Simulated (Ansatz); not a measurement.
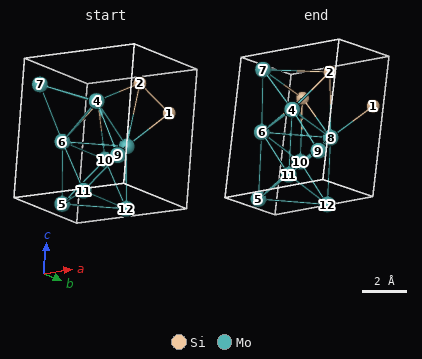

The structure of an amorphous cell of composition SiMo3 (coarse preliminary run) before (left) and after (right) a relaxation, at one scale.

Style: ball-and-stick. Shown: the cell of the calculation, from a free direction.

Case: atoms packed at random at 1.25 times the crystal's volume.

The calculation used DFT PBE, scalar-relativistic, plane waves, PAW (Ansatz 0.2.0). Set-up: plane-wave cutoff 420 eV; k-point mesh 2 × 2 × 2; occupations gaussian; smearing width 0.1 eV; mesh shifted by (0.5, 0.5, 0.5); no spin polarisation; cell and atoms relaxed; force threshold 0.04 eV/Å; at most 70 steps.

**What changed between the two?**

After 13 accepted moves (14 points after the start) the energy has fallen by 691 meV per atom. Largest force component: 2.6 eV/Å at the start, 0.017 eV/Å at the end. Pressure: −25.05 GPa at the start and 0.00 GPa at the end. The SCF was repeated once at an unchanged geometry on a basis and grid sized afresh for the cell, which shifted the energy by 0.5 meV per atom at most. The largest move relative to the cell is that of a Mo atom, 0.76 Å along [1 0 1]. By element the largest moves are Mo 0.76 Å, Si 0.69 Å. The drawn cell changes as follows: a 5.711 → 5.253 Å (−8.0 %), b 5.900 → 5.238 Å (−11.2 %), c 6.601 → 6.710 Å (+1.6 %), α 88.7° → 83.4°, β 85.2° → 82.3°, γ 88.1° → 94.4°; the volume changes by −18.3 %. Near-neighbour distances that change, for instance: Mo–Si 4.233 → 2.590 Å, Mo–Si 4.615 → 3.131 Å, Si–Si 4.280 → 2.945 Å, Mo–Mo 3.056 → 4.334 Å. New bonds form, among them: Mo–Mo (3.58 → 2.72 Å), Mo–Mo (3.59 → 2.72 Å), Mo–Mo (3.74 → 3.08 Å), Mo–Mo (3.75 → 3.08 Å). Bonds break, among them: Mo–Mo (3.03 → 4.18 Å), Mo–Mo (3.06 → 4.33 Å), Si–Si (2.19 → 3.12 Å).

Limits of the set-up: the periodic images lie only 5.7 Å apart, so the values are limited by the cell's size.
